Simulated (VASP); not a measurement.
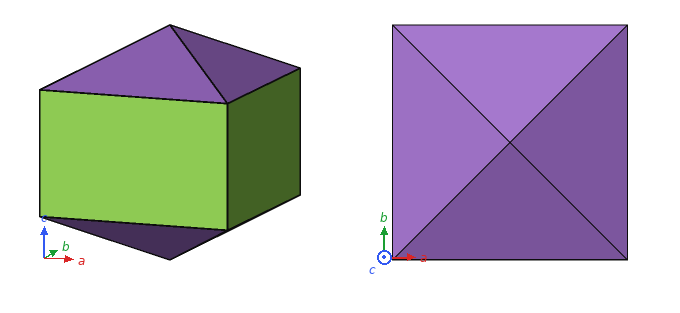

Two views of one computed crystal shape (BFDH rule; symmetry-equivalent faces share a colour; the right view looks down the c axis). A face and its opposite count as equivalent. Forms under 0.4 % of the area are left out.

What symmetry does this shape have?

Tetragonal, Laue class 4/mmm. A BFDH shape is always centrosymmetric and shows few forms, so it can't tell the point group within that class, and the other Laue class of the same system could look alike. It was computed for Ge in I4_1/amd, with forms {200} and {101}.

Origin: the end point of a relaxation with VASP Kohn-Sham DFT of a periodic cell, LDA, VASP PAW LDA potentials, recommended (VASP 6.6.1).
